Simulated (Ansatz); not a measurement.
## Electronic structure of ZnS (slab) in real space

```yaml
crystal:
  lattice:
    - [3.78157, 0.00000, 0.00000]
    - [0.00000, 6.20899, 0.00000]
    - [0.00000, 0.00000, 25.91645]
  atoms:
    - { symbol: Zn, position: [0.00000, 0.99456, 0.28939] }
    - { symbol: S, position: [0.00000, 0.62044, 0.28939] }
    - { symbol: Zn, position: [0.50000, 0.49456, 0.33151] }
    - { symbol: S, position: [0.50000, 0.12044, 0.33151] }
    - { symbol: Zn, position: [0.50000, 0.99456, 0.41576] }
    - { symbol: S, position: [0.50000, 0.62044, 0.41576] }
    - { symbol: Zn, position: [0.00000, 0.49456, 0.45788] }
    - { symbol: S, position: [0.00000, 0.12044, 0.45788] }
    - { symbol: Zn, position: [0.00000, 0.99456, 0.54212] }
    - { symbol: S, position: [0.00000, 0.62044, 0.54212] }
    - { symbol: Zn, position: [0.50000, 0.49456, 0.58424] }
    - { symbol: S, position: [0.50000, 0.12044, 0.58424] }
    - { symbol: Zn, position: [0.50000, 0.99456, 0.66849] }
    - { symbol: S, position: [0.50000, 0.62044, 0.66849] }
    - { symbol: Zn, position: [0.00000, 0.49456, 0.71061] }
    - { symbol: S, position: [0.00000, 0.12044, 0.71061] }
```

Not relaxed (largest force 1.7 eV/Å).

These are results of Ansatz, DFT PBEsol, scalar-relativistic, plane waves, PAW, not measurements.

Core electrons are frozen (PAW), and the valence fields are smoothed inside the atomic spheres.

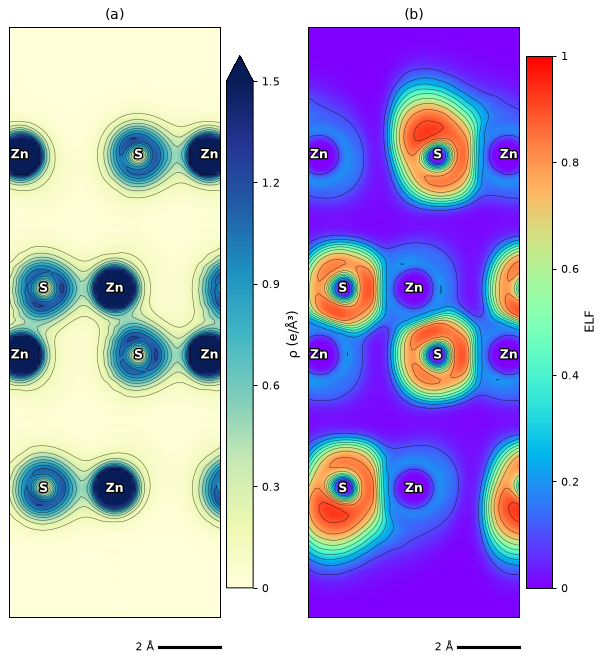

Figure 1. (a) valence pseudo-density; (b) electron localisation function on the (100) plane of the calculation cell, a cut from vacuum to vacuum.

Describe what can be read from this map.

Answer.
- The plane passes through Zn and S nuclei.
- Zn–S (2.32 Å): ρ is about 0.52 e/Å³ halfway; the ELF peaks at about 0.90 in the valence shell of S, 0.8 Å from its nucleus, and is about 0.55 at the midpoint.
- The density dies away to nearly zero in the vacuum.
- The ELF also peaks beside S, away from the bonds: lone-pair regions.

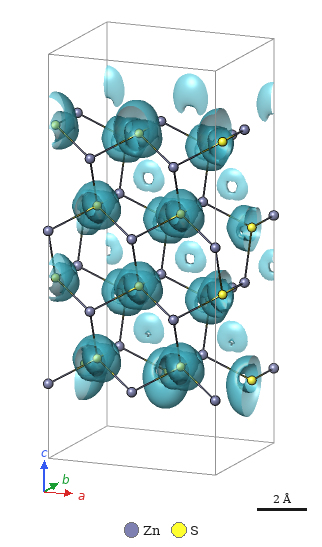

Figure 2. Isosurface of the ELF at 0.8 (cyan), seen slightly off an axis. Only the valence region is drawn (cores and ρ < 0.01 e/Å³ removed). Sticks mark near contacts.

Describe the localisation domains.

Answer. At this value the surface marks out eight regions wrapped around S (the valence shell of each), counted in one cell of 16 atoms. Counts are for one cell; the picture repeats the cell along the surface.

Does the calculation make it a metal, or give it a gap?

Answer. It is gapped, with a Kohn–Sham gap of 1.4 eV on the k-point mesh (the band edges may lie off the mesh, which would make the gap smaller).
